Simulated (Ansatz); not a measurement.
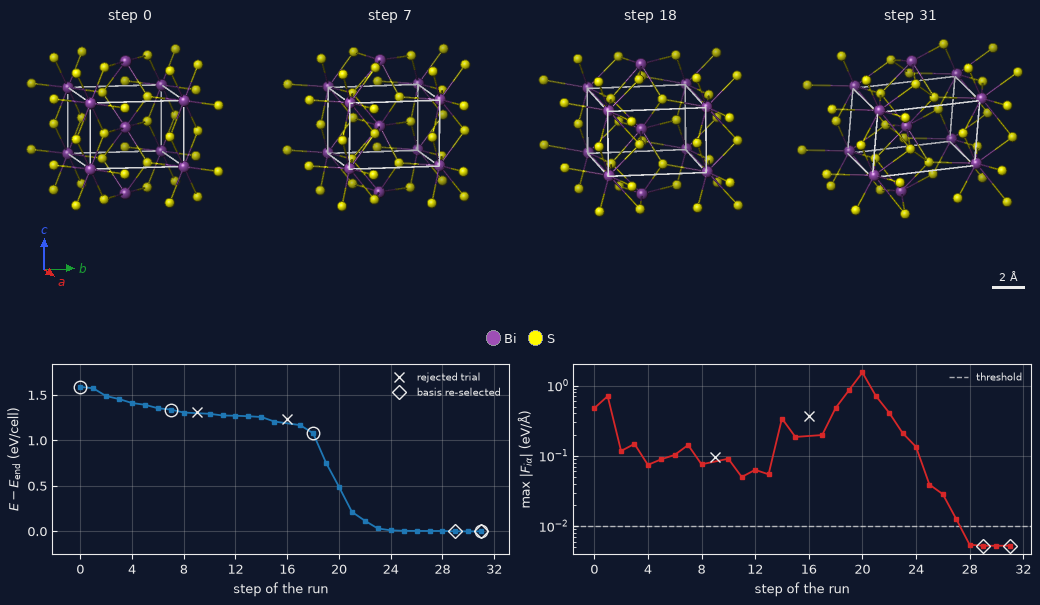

Frames of a relaxation of crystalline BiS2 (built on the MgH2-136 type type), marked on the history of the run. The picture is a ball-and-stick view of the cell of the calculation, seen slightly off an axis.

Case: shaken.

Method: DFT, PBEsol, plane waves, PAW (Ansatz). Settings: plane-wave cutoff 420 eV; k-point mesh 4 × 4 × 4; occupations fermi dirac; smearing width 0.05 eV; no spin polarisation; cell and atoms relaxed; force threshold 0.01 eV/Å; at most 120 steps.

Describe the path.

Over 27 accepted moves (31 points after the start) the energy falls by 1.590 eV per cell of the calculation. The largest force component goes from 0.48 to 0.0052 eV/Å. The pressure goes from 0.65 to 0.01 GPa. The line search rejected the trial steps at points 9, 16 of the run. The SCF was repeated twice at an unchanged geometry on a basis and grid sized afresh for the cell, which shifted the energy by 4.0 meV per cell of the calculation at most. The atom that moves furthest relative to the cell is an S atom (1.45 Å along [1 2 −2]). Largest moves by element: S 1.45 Å, Bi 0.66 Å. The volume changes by −7.8 %, with a 6.119 → 5.617 Å (−8.2 %), b 6.124 → 6.638 Å (+8.4 %), c 4.272 → 4.151 Å (−2.8 %), α 90.7° → 79.2°, β 89.2° → 102.0°, γ 89.9° → 85.2°. Near-neighbour distances that change, for instance: Bi–S 4.560 → 2.789 Å, S–S 3.788 → 2.078 Å, Bi–S 4.659 → 3.219 Å, Bi–S 2.742 → 3.241 Å. New bonds form: Bi–S (4.56 → 2.79 Å), S–S (3.79 → 2.08 Å). Among the angles between lasting bonds that change: S–Bi–S 91.2° → 147.0°, S–Bi–S 177.2° → 128.3°, S–Bi–S 179.1° → 145.7°. The space group stays P1 (No. 1). From step 0 to 7: an S atom moves most (0.82 Å), volume −6.9 %, energy −0.250 eV per cell of the calculation. From step 7 to 18: an S atom moves most (0.35 Å), volume −2.9 %, energy −0.260 eV per cell of the calculation. From step 18 to 31: an S atom moves most (0.47 Å), volume +2.0 %, energy −1.080 eV per cell of the calculation.
